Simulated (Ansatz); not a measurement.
Consider Sn₉O₁₆ (cell charge +3, with a compensating background) (cell with a defect).

The calculation's input:

```
crystal:
  lattice:
    - [-4.8271903445, -4.8271903445, 0.0]
    - [-4.8271903445, 4.8271903445, 0.0]
    - [4.8271903445, 0.0, -6.4763045098]
  atoms:
    - { symbol: Sn, position: [0.128225927, 0.6154383909, 0.2452707701] }
    - { symbol: Sn, position: [0.9026607619, 0.3883351975, 0.7490086835] }
    - { symbol: Sn, position: [0.6317322544, 0.1194744723, 0.2526886158] }
    - { symbol: Sn, position: [0.2743067789, 0.8334786984, 0.7469303779], spin: 0.2 }
    - { symbol: Sn, position: [0.7418689816, 0.7084862685, 0.4729028632] }
    - { symbol: Sn, position: [0.4978156616, 0.5226733109, 0.00336362] }
    - { symbol: Sn, position: [0.243253984, 0.2682496735, 0.4946480845] }
    - { symbol: Sn, position: [1.0178165999, 0.9842365833, 0.0251722427] }
    - { symbol: O, position: [0.1075224956, 0.9302848088, 0.2741219206] }
    - { symbol: O, position: [0.8929669116, 0.6865397424, 0.7489531338] }
    - { symbol: O, position: [0.5824396846, 0.4055613769, 0.2240159634] }
    - { symbol: O, position: [0.3301442059, 0.2061295617, 0.749103828] }
    - { symbol: O, position: [0.1636451619, 0.3129663506, 0.2444217743] }
    - { symbol: O, position: [0.8968776731, 0.0577868291, 0.7473393664], spin: 0.2 }
    - { symbol: O, position: [0.6680950816, 0.8177727256, 0.2534989609] }
    - { symbol: O, position: [0.4026160724, 0.5714648345, 0.7489950883] }
    - { symbol: O, position: [0.4554706133, 0.7597856264, 0.4893677148], spin: 0.2 }
    - { symbol: O, position: [0.1968223704, 0.5307876122, 0.0052765429] }
    - { symbol: O, position: [0.9403990637, 0.2743808248, 0.4926707929] }
    - { symbol: O, position: [0.7156369899, 0.0145460454, 0.0106617134], spin: 0.2 }
    - { symbol: O, position: [0.0249985363, 0.6633816435, 0.4576351061] }
    - { symbol: O, position: [0.7919368245, 0.4401592348, -0.0275955082] }
    - { symbol: O, position: [0.5684348553, 0.2166747355, 0.5257752246] }
    - { symbol: O, position: [0.3162502098, -0.0450894332, 0.040347864] }
    - { symbol: Sn, position: [0.5998861601, 1.0787637758, 0.7459229114], spin: 0.2 }
  host:
    lattice:
      - [4.8271903445, 0.0, 0.0]
      - [0.0, 4.8271903445, 0.0]
      - [0.0, 0.0, 3.2381522549]
    atoms:
      - { symbol: Sn, position: [0.5, 0.5, 0.5] }
      - { symbol: Sn, position: [0.0, 0.0, 0.0] }
      - { symbol: O, position: [0.1934234769, 0.8065765231, 0.5] }
      - { symbol: O, position: [0.8065765231, 0.1934234769, 0.5] }
      - { symbol: O, position: [0.3065765231, 0.3065765231, 0.0] }
      - { symbol: O, position: [0.6934234769, 0.6934234769, 0.0] }
total_charge: 3
basis:
  ecutwfc: 420
  xc_grid: 2
kpoints:
  mp_grid: { grid: [3, 3, 3], shift: [0.0, 0.0, 0.0] }
hamiltonian:
  xc: pbe
scf:
  occupations: { method: gaussian, width: 0.01 }
output:
  forces: true
  stress: false
  eigenvalues: true
  populations: true
  charged_corrections:
    defect_position: [0.625, 0.975, 0.75]
    epsilon: [[14.0248, 0.0, 0.0], [0.0, 14.0248, 0.0], [0.0, 0.0, 10.8937]]
  write_density: true
  write_potential: true
  elf: true
  volumetric_format: npy
magnetization:
  spin_polarized: true
relax:
  adjacent_minimum: "off"
  f_tol: 0.025
  max_steps: 45
```

Command:

```sh
ansatz run input.yaml --threads 4 --pin off --max-ram 10240MiB --backend cpu --events-out ev --progress --plain --runs-dir out
```

The fields are those of the run's last geometry, not of the input's.

The program warned that a starting moment wasn't kept; spin-polarised, but the moments vanished.

These are results of DFT PBE, scalar-relativistic, plane waves, PAW in Ansatz 0.2.0, not measurements.

What can the converged valence pseudo-density and electron localisation function tell about the bonding?

Answer. Sn–O (2.07 Å): ρ at the midpoint is about 0.64 e/Å³; the ELF peaks at about 0.80 in the valence shell of O, 0.6 Å from its nucleus, and is about 0.25 at the midpoint (no localised pair shows between them).

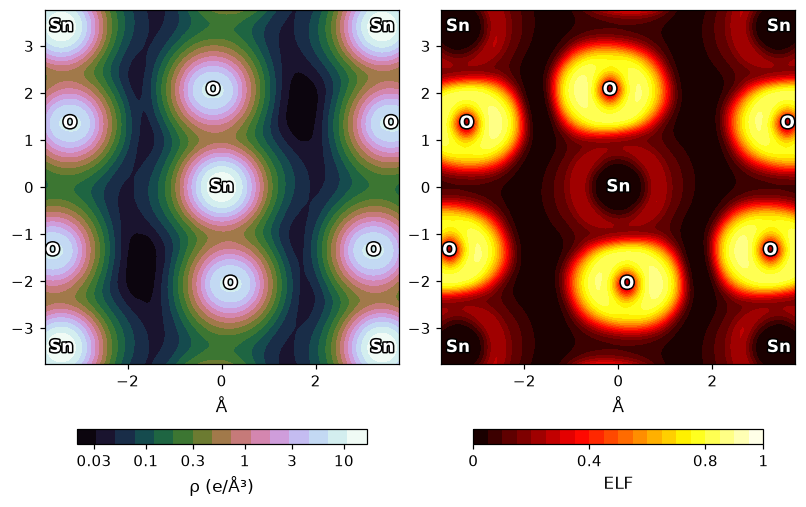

Computed valence pseudo-density and electron localisation function on the (001) plane of the calculation cell, in this order. 

In a PAW calculation such maps are meaningful between the atoms, not at the nuclei.
